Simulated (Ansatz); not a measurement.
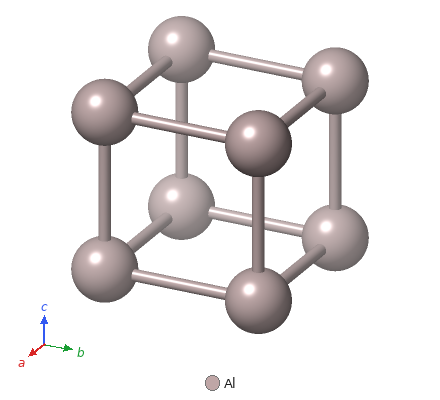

The structure, seen along [211]; the drawing may span several cells.

Given this structure, the input geometry of an electronic-structure calculation (not necessarily at equilibrium); the starting structure was generated, so it need not be a known form of this composition, written in its standard cell:

```cif
data_structure
_symmetry_space_group_name_H-M 'Pm-3m'
_symmetry_Int_Tables_number 221
_cell_length_a 2.7393
_cell_length_b 2.7393
_cell_length_c 2.7393
_cell_angle_alpha 90.000
_cell_angle_beta 90.000
_cell_angle_gamma 90.000
_cell_volume 20.56
loop_
_atom_site_label
_atom_site_type_symbol
_atom_site_symmetry_multiplicity
_atom_site_Wyckoff_symbol
_atom_site_fract_x
_atom_site_fract_y
_atom_site_fract_z
_atom_site_occupancy
Al1 Al 1 a 0.00000 0.00000 0.00000 1
```

Predict the [211] zone-axis pattern (200 kV, kinematic, B = 0.5 Å²).

The spots form a rectangular net whose two shortest vectors correspond to d = 1.94 Å and 1.58 Å, 90.0° apart. They are 0 -1 1 and -1 1 1. The pattern has symmetry 2mm. No reflection of this zone is absent.

Strongest reflections with d > 0.80 Å, one of each family (|F|² from tabulated Gaussian fits of the electron scattering factors, times a small damping for the curvature of the Ewald sphere):

| hkl | d (Å) | I (strongest = 100) |
| --- | --- | --- |
| 0 1 -1 | 1.937 | 100 |
| 1 -1 -1 | 1.582 | 56 |
| 1 0 -2 | 1.225 | 27 |
| 0 2 -2 | 0.968 | 13 |
| 1 1 -3 | 0.826 | 8 |

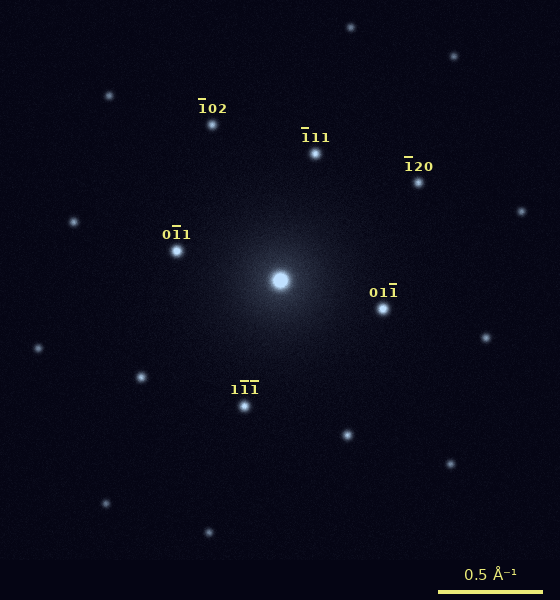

Calculated pattern, seen from the source side with [211] pointing towards the source.
